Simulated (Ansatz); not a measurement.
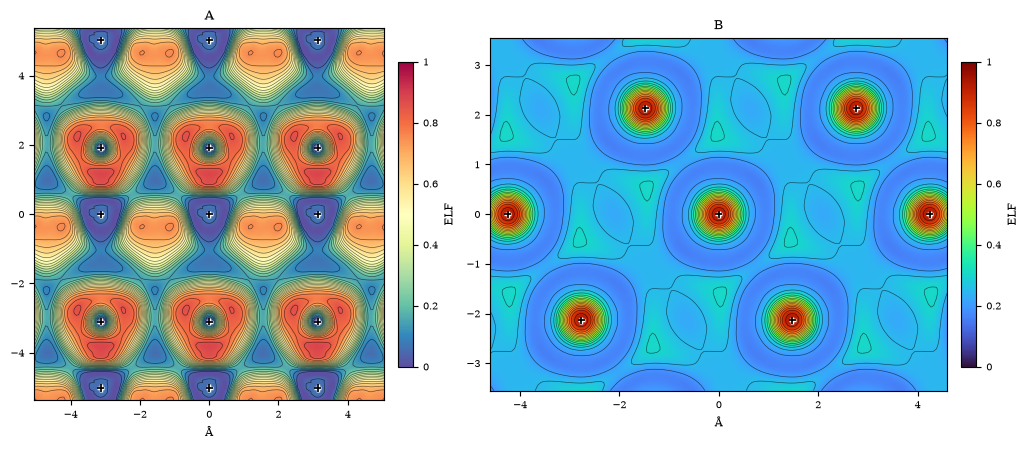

The electron localisation function of 2 systems, each on a plane through atoms (crosses mark nuclei in the plane).

The calculation used Ansatz, DFT PBE, scalar-relativistic, plane waves, PAW.

System 1: AlN, the (010) plane of the conventional cell. Space group P6₃mc.

```
Al N
1.0
     3.13024    0.00000    0.00000
    -1.56512    2.71087    0.00000
     0.00000    0.00000    5.01798
Al N
2 2
Direct
  0.33333 0.66667 0.00173
  0.66667 0.33333 0.50173
  0.33333 0.66667 0.38327
  0.66667 0.33333 0.88327
```

System 2: Cu, the (010) plane of the calculation cell. Space group C2/m; computed pressure about 6 GPa in this cell; computed without spin polarisation.

```
CELL_PARAMETERS angstrom
4.24642 -0.00001 -0.06042
-2.12322 6.37028 0.02870
-1.44625 -0.00051 2.15374
ATOMIC_POSITIONS crystal
Cu 0.40000 0.80000 0.00000
Cu 0.20000 0.40000 0.00000
Cu 0.80000 0.60000 0.00000
Cu 0.00000 0.00000 0.00000
Cu 0.60000 0.20000 0.00000
```

Question: Which map belongs to which system?

Answer: Panel A is system 1, AlN: the plane holds Al and N. Al–N (1.91 Å): the ELF peaks at about 0.90 in the valence shell of N, 0.7 Å from its nucleus, and is about 0.85 at the midpoint. Panel B is system 2, Cu: the plane holds Cu. Cu–Cu (2.59 Å): the ELF is about 0.20 at the midpoint (no localised pair shows between them).
